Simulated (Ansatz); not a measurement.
## Electronic structure of Fe$_{2}$Si in real space

The calculation's input:

```
crystal:
  lattice:
    - [-1.347484, 1.347484, 4.452568]
    - [1.347484, -1.347484, 4.452568]
    - [1.347484, 1.347484, -4.452568]
  atoms:
    - { symbol: Fe, position: [0.660368, 0.660368, 0.0], spin: 0.57 }
    - { symbol: Fe, position: [0.339632, 0.339632, 0.0], spin: 1.35 }
    - { symbol: Si, position: [0.0, 0.0, 0.0] }
hamiltonian:
  xc: pbesol
  pseudopotentials: { kind: paw }
magnetization:
  spin_polarized: true
kpoints:
  mp_grid: { grid: [14, 14, 14] }
scf:
  occupations: { method: fermi_dirac, width: 0.05 }
output:
  forces: true
  stress: true
  eigenvalues: true
  write_density: true
  write_potential: true
  elf: true
  volumetric_format: npy
```

Run with:

```sh
ansatz run input.yaml --threads 2 --pin off --max-ram 5632MiB --backend cpu --events-out ev --progress --plain --runs-dir out
```

Below, planes, directions and counts refer to the conventional cell (a = 2.69 Å, b = 2.69 Å, c = 8.91 Å, α = 90.00°, β = 90.00°, γ = 90.00°).

Space group I4/mmm; a structure from a database of computed crystals, not necessarily the ambient phase; computed pressure about −9 GPa in this cell; spin-polarised.

Method: Kohn-Sham DFT of a periodic cell, PBEsol, Ansatz PAW (Ansatz 0.2.0).

The density is the valence pseudo-density of a PAW calculation; it isn't the true density close to the nuclei.

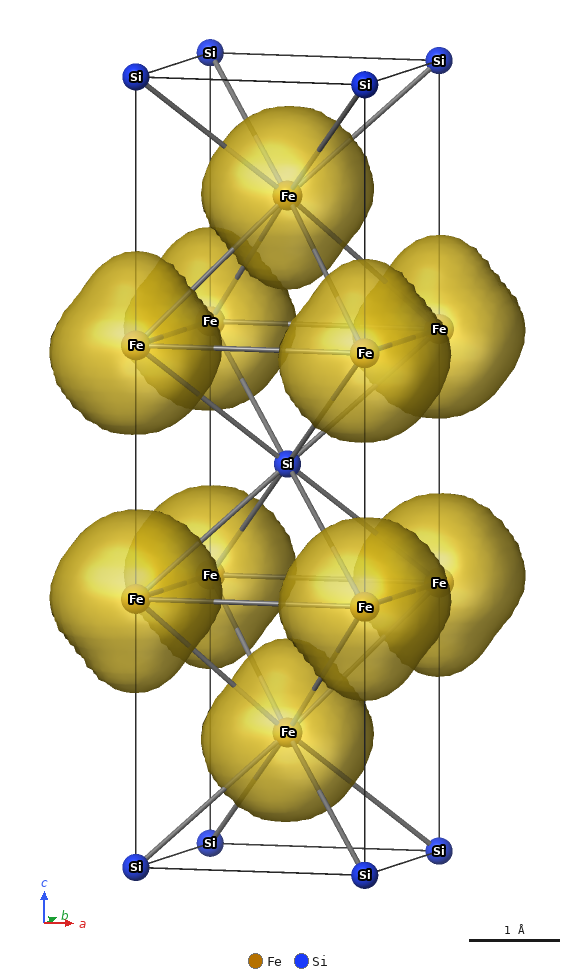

Figure 1. Isosurface of the magnetisation density (up minus down) at +0.04 e/Å³ (yellow), seen slightly off an axis. Sticks mark near contacts.

### Which atoms carry the moments, and with what signs?

The spin density sits on Fe: +1.2 μB (×4) in one cell of 6 atoms, with smaller moments on other sites: Si (up to −0.05 μB): parallel main moments (a ferromagnetic arrangement) in this solution. The cell of the calculation (3 atoms) carries 2.3 μB of net spin moment.

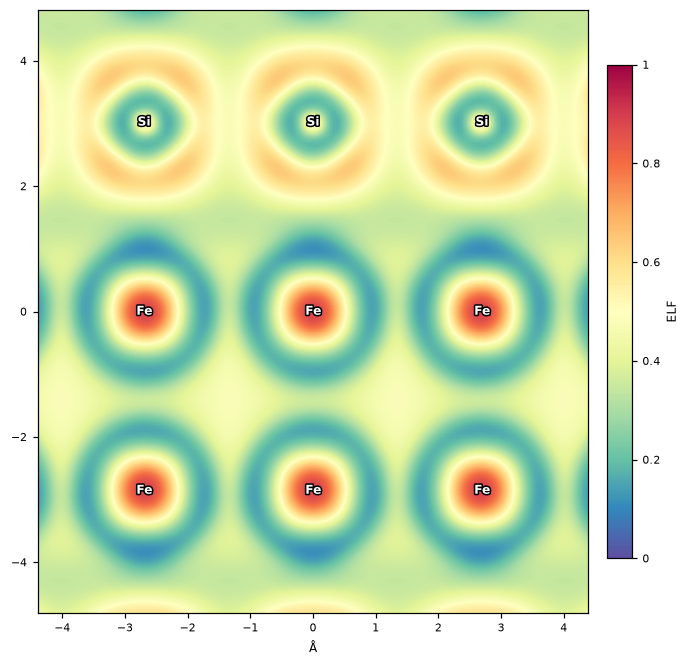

Figure 2. ELF on the (100) plane of the conventional cell.

### Interpret the plot.

The section cuts through Fe and Si sites.
Fe–Fe (2.69 Å): the ELF is about 0.35 at the midpoint.
The features right at Fe lie inside the PAW spheres, where the map follows smoothed inner orbitals and isn't to be read closely.

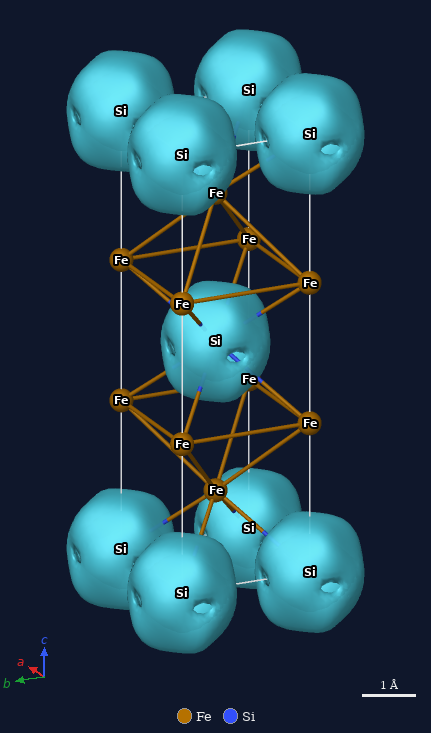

Figure 3. Isosurface of the electron localisation function at 0.55 (cyan), seen at an oblique angle. Only the valence region is drawn (cores and ρ < 0.01 e/Å³ removed). Sticks mark near contacts.

### What do the ELF domains correspond to?

At this value the surface marks out two regions wrapped around Si (the valence shell of each), counted in one cell of 6 atoms. Regions shared between cells count once.


Fe–Si (2.38 Å): the ELF peaks at about 0.65 in the valence shell of Si, 0.9 Å from its nucleus, and is about 0.40 at the midpoint. Fe–Fe (2.49 Å): the ELF is about 0.30 at the midpoint; no localised pair shows between them.

### Does the calculation make it a metal, or give it a gap?

It is metallic or semimetallic at this level of theory: no gap opens.
